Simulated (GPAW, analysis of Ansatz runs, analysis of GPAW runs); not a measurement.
## Reproducing a measured charge-transition level: Mn on a Ga site in GaAs (GPAW)

Aim: the charge-transition level of the Mn on a Ga site in GaAs, to be set beside the measurement. Set-up: PBE, plane waves 150 eV, 32-site cell, PBE lattice, k: the single point 1/4 1/4 1/4 then 2x2x2 shifted, dielectric constants 10.9 and 12.9 (handbook). The model is a cell of 32 host atoms with 1 Ga taken out and 1 Mn put in. The level is the Fermi energy at which two charge states have equal formation energy, after a correction for the images of the charge.

**The experiment.** (0/-1) level above the valence-band top, printed as 110 meV: 0.11 eV, by optical absorption (“Ellipsometric study of the Electronic Structure of GaMnAs and LT-GaAs”, 2004, arxiv:cond-mat/0404304). The calculation is set beside it at the end.

Main program and level: GPAW 26.7.0; GPAW plane-wave PAW DFT, PBE; relaxation of all atoms of a defect supercell.

### 1. Set-up

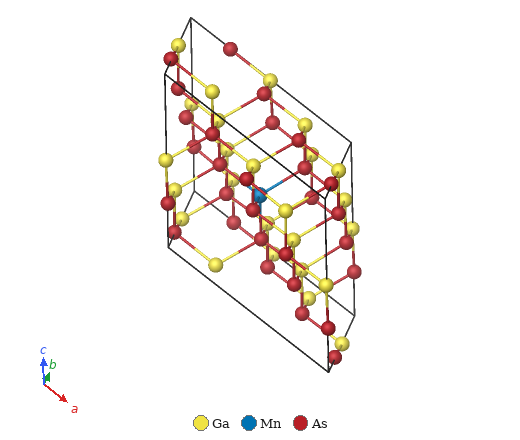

Start, viewed slightly off an axis; gallium yellow, manganese blue, arsenic red. Some periodic images of atoms are drawn too.

The cell holds 32 atoms: 15 Ga, 1 Mn and 16 As. Cell: a = 9.984 Å, b = 9.984 Å, c = 9.984 Å, α = 109.5°, β = 109.5°, γ = 109.5°. It derives from GaAs (space group F-43m). Nearest the centre at fractional (0.250, 0.500, 0.250): Mn7 at 0.05 Å, As19 at 2.48 Å, As28 at 2.49 Å, As22 at 2.50 Å, As23 at 2.53 Å, Ga14 at 4.03 Å, Ga16 at 4.04 Å, Ga8 at 4.04 Å.

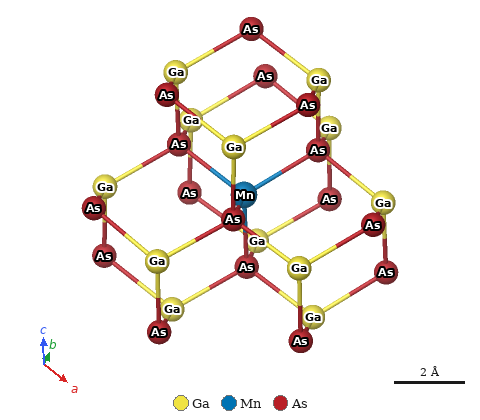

The atoms within 5 Å of the centre.

The host's primitive cell comes from a first run (GPAW plane-wave PAW DFT, PBE; relaxation of cell and atoms of a defect-free cell): vectors of 4.076, 4.076 and 4.076 Å. That is 23.94 Å³ an atom, 6.0 % over the diffraction cell's volume. The supercell is built on it.

### 2. Relaxation, charge 0

Every later number rests on the structure around the defect, so the atoms are relaxed at the host's lattice first.

The input, run.py:

```python
import numpy as np
from ase.io import read, write
from ase.parallel import parprint, world
from gpaw import GPAW, PW
from ase.optimize import BFGS

atoms = read('POSCAR')
magmoms = np.zeros(len(atoms))
magmoms[[6]] = 4 / 1
atoms.set_initial_magnetic_moments(magmoms)
calc = GPAW(mode=PW(150),
            xc='PBE',
            kpts=[[0.25, 0.25, 0.25]],
            occupations={'name': 'fermi-dirac', 'width': 0.01, 'fixmagmom': True},
            nbands=80,
            convergence={'density': 1e-05, 'forces': 0.001},
            maxiter=150,
            symmetry='off',
            txt='gpaw.txt')
atoms.calc = calc
opt = BFGS(atoms, trajectory='relax.traj', logfile='-')
done = opt.run(fmax=0.02, steps=80)
parprint('Converged:', done)
energy = atoms.get_potential_energy()
forces = atoms.get_forces()
parprint(f'Energy: {energy:.6f} eV, largest force {np.linalg.norm(forces, axis=1).max():.4f} eV/A')
calc.write('gs.gpw')
write('final.xyz', atoms)
parprint('Moments:', atoms.get_magnetic_moments().round(3))
for s in range(calc.get_number_of_spins()):
    parprint('Levels (eV), spin', s, calc.get_eigenvalues(kpt=0, spin=s)[-16:].round(3))
```

The input, POSCAR:

```
Ga Mn Ga As
 1.0000000000000000
    -5.7641435116698663    5.7641435116698521   -5.7641435116698503
     5.7641435116698725    5.7641435116698574    5.7641435116698645
     5.7641435116698778   -5.7641435116698574   -5.7641435116698645
 Ga  Mn  Ga  As 
   6   1   9  16
Direct
 -0.0046180326455832 -0.0054174237052465 -0.0048535113724847
  0.0052306112579160  0.2518861415327213  0.7498485401150330
 -0.0045647229068451  0.4947191284898035  0.4985064485445705
  0.0058087137278268  0.7544841674934545  0.2528237894172962
  0.2465457138064260 -0.0059599495325790  0.7457661978024940
  0.2552984549454111  0.2542028112159362  0.5011128106612309
  0.2500206915913861  0.4951206749401171  0.2503371430763113
  0.2514548443546738  0.7513959420677537  0.0057744658194996
  0.4991517250530769 -0.0038884665988314  0.5021538423702891
  0.5005282265122637  0.2470572562435385  0.2531642870307477
  0.5060002724660393  0.5026615982540578  0.0018987575549903
  0.5027278309277144  0.7559697588131272  0.7517749911598897
  0.7460098330325868 -0.0033511927449466  0.2511350954305585
  0.7551588499532602  0.2497979771775763  0.0023319195400428
  0.7535250031170366  0.4994996274804716  0.7545076161635990
  0.7450158742269638  0.7449602756883275  0.4983172824614638
 -0.0024120636761479 -0.0060184704746474  0.7479748537685701
  0.0006937751140728  0.2555013544269111  0.5009955145972443
  0.0013480095092580  0.5020735664597592  0.2464364105872445
 -0.0032494672858280  0.7448931872214847 -0.0054806498816992
  0.2543583745456532  0.0048614683855734  0.5055273390075864
  0.2491377312774860  0.2472162022982038  0.2443500580073141
  0.2539906021558048  0.5014719660151773 -0.0019502441973272
  0.2472671039305926  0.7531343068366548  0.7486860267438321
  0.4949679813752932 -0.0044523213112777  0.2490448468886466
  0.5014924400116860  0.2456964940501966 -0.0019013398968148
  0.5043777239540880  0.4991853761343307  0.7491173523141939
  0.4962302595650551  0.7497597049868657  0.5022969388164622
  0.7533053578590572  0.0016418421366187  0.0058677814138724
  0.7473302689554956  0.2499233105578474  0.7534345254562740
  0.7463545089833882  0.5023693808404535  0.5003493842239862
  0.7500711803702287  0.7497301284980157  0.2549332631707743
```

Started as:

```bash
$ OMP_NUM_THREADS=1 mpirun -n 4 gpaw python run.py > stdout
```

The log of the run:

```text
__  _  _
 | _ |_)|_||  |
 |__||  | ||/\| - 26.7.0

Input parameters:
  mode=PW(ecut=150.0),
  convergence={'density': 1e-05, 'forces': 0.001},
  kpts=KPoints(kpts=array([[0.25, 0.25, 0.25]])),
  maxiter=150,
  nbands=80,
  occupations=Occupations(name='fermi-dirac', width=0.01, fixmagmom=True),
  symmetry=Symmetry(point_group=False, time_reversal=False),
  xc=XC(name='PBE')

Diagonalizing LCAO Hamiltonian
Converting LCAO to pw mode

                               Ga As

                                     Ga
                           As
                        Ga
                             As As
                             Mn
                    As         Ga As
                 Ga Ga   As        Ga  As
                      Ga             Ga
             As            As As
                            Ga
                  As            As
               Ga            Ga  Ga
                       As
                    Ga
                         As As
                          Ga

Atoms  # Å, Bohr magnetons
|    | symbol |         x |         y |         z |    initial magnetic moments |
|----|--------|-----------|-----------|-----------|-----------------------------|
|  0 |     Ga | -0.032584 | -0.029869 |  0.023369 | ( 0.0000,  0.0000,  0.0000) |
|  1 |     Ga |  5.743992 | -2.840177 | -2.900477 | ( 0.0000,  0.0000,  0.0000) |
|  2 |     Ga |  5.751406 | -0.048142 |  0.004481 | ( 0.0000,  0.0000,  0.0000) |
|  3 |     Ga |  5.772785 |  2.925125 |  2.858160 | ( 0.0000,  0.0000,  0.0000) |
|  4 |     Ga |  2.843225 | -2.911933 | -5.754182 | ( 0.0000,  0.0000,  0.0000) |
|  5 |     Ga |  2.882171 |  0.048352 | -2.894802 | ( 0.0000,  0.0000,  0.0000) |
|  6 |     Mn |  2.855771 |  2.852123 | -0.030188 | ( 0.0000,  0.0000,  4.0000) |
|  7 |     Ga |  2.915017 |  5.747291 |  2.848447 | ( 0.0000,  0.0000,  0.0000) |
|  8 |     Ga | -0.005109 | -0.039718 | -5.794083 | ( 0.0000,  0.0000,  0.0000) |
|  9 |     Ga | -0.001768 |  2.849915 | -2.920318 | ( 0.0000,  0.0000,  0.0000) |
| 10 |     Ga | -0.008300 |  5.803127 | -0.030189 | ( 0.0000,  0.0000,  0.0000) |
| 11 |     Ga |  5.793062 |  2.921975 | -2.873616 | ( 0.0000,  0.0000,  0.0000) |
| 12 |     Ga | -2.871846 |  2.833212 | -5.767003 | ( 0.0000,  0.0000,  0.0000) |
| 13 |     Ga | -2.899531 |  5.779274 | -2.926414 | ( 0.0000,  0.0000,  0.0000) |
| 14 |     Ga |  2.884851 |  2.873524 | -5.813329 | ( 0.0000,  0.0000,  0.0000) |
| 15 |     Ga |  2.872052 |  5.716064 | -2.872693 | ( 0.0000,  0.0000,  0.0000) |
| 16 |     As |  4.290647 | -4.360029 | -4.332222 | ( 0.0000,  0.0000,  0.0000) |
| 17 |     As |  4.356557 | -1.411065 | -1.419063 | ( 0.0000,  0.0000,  0.0000) |
| 18 |     As |  4.306749 |  1.481299 |  1.465759 | ( 0.0000,  0.0000,  0.0000) |
| 19 |     As |  4.280810 |  4.306532 |  4.343993 | ( 0.0000,  0.0000,  0.0000) |
| 20 |     As |  1.475796 | -1.419752 | -4.352068 | ( 0.0000,  0.0000,  0.0000) |
| 21 |     As |  1.397393 |  1.452587 | -1.419545 | ( 0.0000,  0.0000,  0.0000) |
| 22 |     As |  1.415277 |  4.365836 |  1.437760 | ( 0.0000,  0.0000,  0.0000) |
| 23 |     As |  7.231425 |  1.450924 | -1.399643 | ( 0.0000,  0.0000,  0.0000) |
| 24 |     As | -1.443200 |  1.391872 | -4.314261 | ( 0.0000,  0.0000,  0.0000) |
| 25 |     As | -1.485404 |  4.317864 | -1.463485 | ( 0.0000,  0.0000,  0.0000) |
| 26 |     As |  4.288090 |  1.466662 | -4.347949 | ( 0.0000,  0.0000,  0.0000) |
| 27 |     As |  4.356692 |  4.286753 | -1.433932 | ( 0.0000,  0.0000,  0.0000) |
| 28 |     As | -4.298874 |  4.317801 | -4.366519 | ( 0.0000,  0.0000,  0.0000) |
| 29 |     As |  1.475780 |  1.405408 | -7.210030 | ( 0.0000,  0.0000,  0.0000) |
| 30 |     As |  1.477720 |  4.313738 | -4.290451 | ( 0.0000,  0.0000,  0.0000) |
| 31 |     As |  1.467506 |  7.175598 | -1.471438 | ( 0.0000,  0.0000,  0.0000) |

Unit cell  # Å
| periodic |         x |         y |         z |  lengths |     angles |
|----------|-----------|-----------|-----------|----------|------------|
|      yes | -5.764144 |  5.764144 | -5.764144 | 9.983789 | 109.471221 |
|      yes |  5.764144 |  5.764144 |  5.764144 | 9.983789 | 109.471221 |
|      yes |  5.764144 | -5.764144 | -5.764144 | 9.983789 | 109.471221 |

Number of symmetries: 1
Symmetry operations  # r_c * U_cc + t_c -> r_c
|   | kind |            matrix            |
|---|------|------------------------------|
| 0 |  E   |  1, 0, 0,  0, 1, 0,  0, 0, 1 |

BZ-sampling:
  Number of BZ points: 1
  Number of IBZ points: 1

K-points  # in reciprocal-cell coordinates
|   |                                coordinates |     weight |
|---|--------------------------------------------|------------|
| 0 | (  0.25000000,   0.25000000,   0.25000000) | 1.00000000 |

Plane wave coefficients: 3136
Cutoff: 150.0 eV

Spin-components: 2 (collinear spins)
Bands:           80
Projectors:      161
Spin-degeneracy: 1
Datatype:        complex128

Density:
  Valence electrons: 140.0
  Components: 2
  Grid points: [30 30 30]
  Charge: 0.0  # |e|

Potential:
  Grid points: [30 30 30]

species:
  Ga:
    name:    Gallium
    Z:       31.0
    valence: 3
    core:    28
    charge:  0.0  # [|e|]
    compensation charges:
      type: gauss
      rc: 0.37  # [Å]
      lmax: 2
    cutoffs:
      filter: 2.06  # [Å]
      core: 4.17  # [Å]
    projectors
    | kind |    occ | energy [eV] | rcut [Å] |
    |------|--------|-------------|----------|
    |   4s |  2.000 |      -8.945 |    1.164 |
    |   4p |  1.000 |      -2.580 |    1.164 |
    |    s |        |      18.266 |    1.164 |
    |    p |        |      24.631 |    1.164 |
    |    d |        |       0.000 |    1.164 |

    Using partial waves for Ga as LCAO basis

  Mn:
    name:    Manganese
    Z:       25.0
    valence: 15
    core:    10
    charge:  0.0  # [|e|]
    compensation charges:
      type: gauss
      rc: 0.38  # [Å]
      lmax: 2
    cutoffs:
      filter: 2.14  # [Å]
      core: 0.86  # [Å]
    projectors
    | kind |    occ | energy [eV] | rcut [Å] |
    |------|--------|-------------|----------|
    |   3s |  2.000 |     -85.859 |    1.275 |
    |   4s |  2.000 |      -5.106 |    1.275 |
    |   3p |  6.000 |     -54.597 |    1.281 |
    |   4p |  0.000 |      -1.371 |    1.281 |
    |   3d |  5.000 |      -6.771 |    1.138 |
    |    d |        |      20.441 |    1.138 |

    Using partial waves for Mn as LCAO basis

  As:
    name:    Arsenic
    Z:       33.0
    valence: 5
    core:    28
    charge:  0.0  # [|e|]
    compensation charges:
      type: gauss
      rc: 0.33  # [Å]
      lmax: 2
    cutoffs:
      filter: 1.87  # [Å]
[...]
|iter:   5| | -129.594017c| -7.23 | -4.02 |      |  +4.0001|
|iter:   6| | -129.594018c| -7.56c| -4.11 |      |  +4.0000|
|iter:   7| | -129.594018c| -7.66c| -4.40 |      |  +4.0000|
|iter:   8| | -129.594018c| -7.55c| -4.55 |      |  +4.0000|
|iter:   9| | -129.594018c| -8.07c| -4.80 |      |  +4.0000|
|iter:  10| | -129.594018c| -8.51c| -5.17c|-1.71 |  +4.0000|
|iter:  11| | -129.594018c| -8.82c| -5.29c|-3.43c|  +4.0000|

Converged in 11 steps
SCF loop duration: 7.774 s (0.707 s/step)
Energy contributions relative to reference atoms: (reference = -1808831.738609)

Energy contributions:
  Kinetic:         331.185728
  Coulomb:        -293.055796
  Zero:              1.523241
  External:          0.000000
  Xc:             -169.247032
  Entropy:          -0.000319
  Spinorbit:         0.000000
  ----------------------------
  Free energy:    -129.594178
  Extrapolated:   -129.594018

dipole moment: (-0.478761, 133.617453, 132.549261)  # |e|*Ang

Total magnetic moment: (0.000000, 0.000000, 3.999998)

Local magnetic moments
|        x |        y |         z |
|----------|----------|-----------|
[...]
Fermi levels: 4.392, 4.236
Eigenvalues  # (at kpt = [0.250, 0.250, 0.250])
| band index |      eig [eV] | occ [0-1] |      eig [eV] | occ [0-1] |
|------------|---------------|-----------|---------------|-----------|
[...]
|        ... |               |           |               |           |
[...]
|        ... |               |           |               |           |
[...]
Gap: 0.128 eV
Transition (v -> c):
  (s=0, k=0, n=71, [0.25, 0.25, 0.25]) -> (s=0, k=0, n=72, [0.25, 0.25, 0.25])
No difference between direct/indirect transitions

Forces  # eV/Ang
|        x |        y |        z |
|----------|----------|----------|
[...]
Ga As

                                     Ga
                           As
                        Ga
                             As As
                             Mn
                 Ga As         Ga As
                     Ga  As        Ga
                      Ga             GaAs
             As            As As
                            Ga
                  As            As
               Ga            Ga  Ga
                       As
                    Ga
                         As As
                          Ga

Atoms  # Å, Bohr magnetons
|    | symbol |         x |         y |         z |    initial magnetic moments |
|----|--------|-----------|-----------|-----------|-----------------------------|
[...]
|  6 |     Mn |  2.883120 |  2.878979 | -0.008672 | ( 0.0000,  0.0000,  3.6806) |
[...]
|  8 |     Ga | -0.006379 | -0.032253 | -5.781609 | ( 0.0000,  0.0000,  0.0036) |
|  9 |     Ga | -0.042867 |  2.859849 | -2.928757 | ( 0.0000,  0.0000,  0.0076) |
| 10 |     Ga | -0.000564 |  5.731193 |  0.005186 | ( 0.0000,  0.0000,  0.0037) |
| 11 |     Ga |  5.798464 |  2.892322 | -2.926644 | ( 0.0000,  0.0000,  0.0075) |
| 12 |     Ga | -2.887677 |  2.879495 | -5.771149 | ( 0.0000,  0.0000,  0.0022) |
| 13 |     Ga | -2.872528 |  5.789910 | -2.894345 | ( 0.0000,  0.0000,  0.0036) |
| 14 |     Ga |  2.880350 |  2.879649 | -5.770978 | ( 0.0000,  0.0000, -0.0017) |
| 15 |     Ga |  2.888757 |  5.729208 | -2.884990 | ( 0.0000,  0.0000,  0.0037) |
[...]
| 24 |     As | -1.470057 |  1.408187 | -4.358094 | ( 0.0000,  0.0000,  0.0072) |
| 25 |     As | -1.447502 |  4.316184 | -1.456103 | ( 0.0000,  0.0000, -0.0036) |
| 26 |     As |  4.325915 |  1.439901 | -4.333747 | ( 0.0000,  0.0000, -0.0033) |
| 27 |     As |  4.348067 |  4.265934 | -1.474060 | ( 0.0000,  0.0000, -0.0313) |
| 28 |     As | -4.303544 |  4.347224 | -4.354951 | ( 0.0000,  0.0000,  0.0071) |
| 29 |     As |  1.431814 |  1.441216 | -7.206529 | ( 0.0000,  0.0000, -0.0038) |
| 30 |     As |  1.430292 |  4.313934 | -4.334531 | ( 0.0000,  0.0000, -0.0033) |
| 31 |     As |  1.463795 |  7.170853 | -1.422196 | ( 0.0000,  0.0000,  0.0073) |

Unit cell  # Å
| periodic |         x |         y |         z |  lengths |     angles |
|----------|-----------|-----------|-----------|----------|------------|
|      yes | -5.764144 |  5.764144 | -5.764144 | 9.983789 | 109.471221 |
|      yes |  5.764144 |  5.764144 |  5.764144 | 9.983789 | 109.471221 |
|      yes |  5.764144 | -5.764144 | -5.764144 | 9.983789 | 109.471221 |

Initialization done in: 0.518 s

convergence criteria:
- Maximum integral of absolute [dens]ity change: 1e-05 electrons / valence electron
- Maximum change in the atomic [forces] across last 2 cycles: 0.001 eV/Ang OR
Maximum error relative to the maximum force is below inf
- Maximum [total energy] change in last 3 cyles: 0.0005 eV / valence electron
- Maximum integral of absolute [eigenst]ate change: 4e-08 eV^2 / valence electron
maximum number of iterations: 150

SCF iterations
|iter     | |      energy | eigst |  dens |force |  magmom |
|---------|-|-------------|-------|-------|------|---------|
|iter:   1| | -129.594260c| -5.52 |       |      |  +4.0001|
|iter:   2| | -129.594237c| -6.98 | -3.46 |      |  +4.0001|
|iter:   3| | -129.594199c| -6.54 | -3.56 |      |  +4.0001|
|iter:   4| | -129.594193c| -6.99 | -3.83 |      |  +4.0001|
|iter:   5| | -129.594192c| -7.46c| -4.17 |      |  +4.0000|
|iter:   6| | -129.594193c| -7.66c| -4.30 |      |  +4.0000|
|iter:   7| | -129.594192c| -7.66c| -4.45 |      |  +4.0000|
|iter:   8| | -129.594192c| -8.13c| -4.77 |      |  +4.0000|
|iter:   9| | -129.594192c| -8.54c| -5.06c|-1.85 |  +4.0000|
|iter:  10| | -129.594192c| -8.90c| -5.43c|-3.59c|  +4.0000|

Converged in 10 steps
SCF loop duration: 7.150 s (0.715 s/step)
Energy contributions relative to reference atoms: (reference = -1808831.738609)

Energy contributions:
  Kinetic:         331.163456
  Coulomb:        -293.037044
  Zero:              1.523214
  External:          0.000000
  Xc:             -169.243669
  Entropy:          -0.000300
  Spinorbit:         0.000000
  ----------------------------
  Free energy:    -129.594342
  Extrapolated:   -129.594192

dipole moment: (-0.463190, 133.658242, 132.548568)  # |e|*Ang

Total magnetic moment: (0.000000, 0.000000, 4.000000)

Local magnetic moments
|        x |        y |         z |
|----------|----------|-----------|
[...]
Fermi levels: 4.392, 4.236
Eigenvalues  # (at kpt = [0.250, 0.250, 0.250])
| band index |      eig [eV] | occ [0-1] |      eig [eV] | occ [0-1] |
|------------|---------------|-----------|---------------|-----------|
[...]
|        ... |               |           |               |           |
[...]
|         71 |         4.325 |     0.999 |         5.654 |     0.000 |
|         72 |         4.454 |     0.002 |         5.687 |     0.000 |
|         73 |         5.685 |     0.000 |         5.823 |     0.000 |
|         74 |         5.686 |     0.000 |         5.911 |     0.000 |
|         75 |         5.713 |     0.000 |         5.913 |     0.000 |
|         76 |         5.918 |     0.000 |         5.954 |     0.000 |
|         77 |         6.539 |     0.000 |         6.544 |     0.000 |
|        ... |               |           |               |           |
|         79 |         6.547 |     0.000 |         6.554 |     0.000 |

Gap: 0.129 eV
Transition (v -> c):
  (s=0, k=0, n=71, [0.25, 0.25, 0.25]) -> (s=0, k=0, n=72, [0.25, 0.25, 0.25])
No difference between direct/indirect transitions

Forces  # eV/Ang
|        x |        y |        z |
|----------|----------|----------|
[...]
| -0.01100 |  0.00060 |  0.00253 |  # As  24
| -0.00814 | -0.00456 | -0.00948 |  # As  25
|  0.01185 |  0.00064 | -0.00575 |  # As  26
| -0.01468 | -0.00007 |  0.00823 |  # As  27
|  0.01812 |  0.00774 | -0.00236 |  # As  28
| -0.00613 | -0.00431 | -0.01426 |  # As  29
| -0.00193 |  0.00466 | -0.00011 |  # As  30
|  0.00159 | -0.00087 |  0.00937 |  # As  31

# Writing to gs.gpw (mode='')
```

The job ended after 3.5 min (4 MPI ranks of Arm Neoverse V2, shared host; peak memory 0.94 GiB; 14 min of CPU time).

The run converged, but on settings that a careful run would not use, so its numbers are not the defect's.

(Part 1 of 4 ends here.)

[Logs are printed without paths, hosts, clocks, repeated set-up lines and the standing remarks that a program may print on its own settings, such as how far it seeks lower states.]

[Hosts, paths, dates, database ids (printed as entryN), source tags and the programs' standing remarks are cut or masked in the printed files.]

[For some hosts the program warned that the k-mesh of the response run may be too coarse for force constants and the static dielectric constant; such warnings are not shown here.]
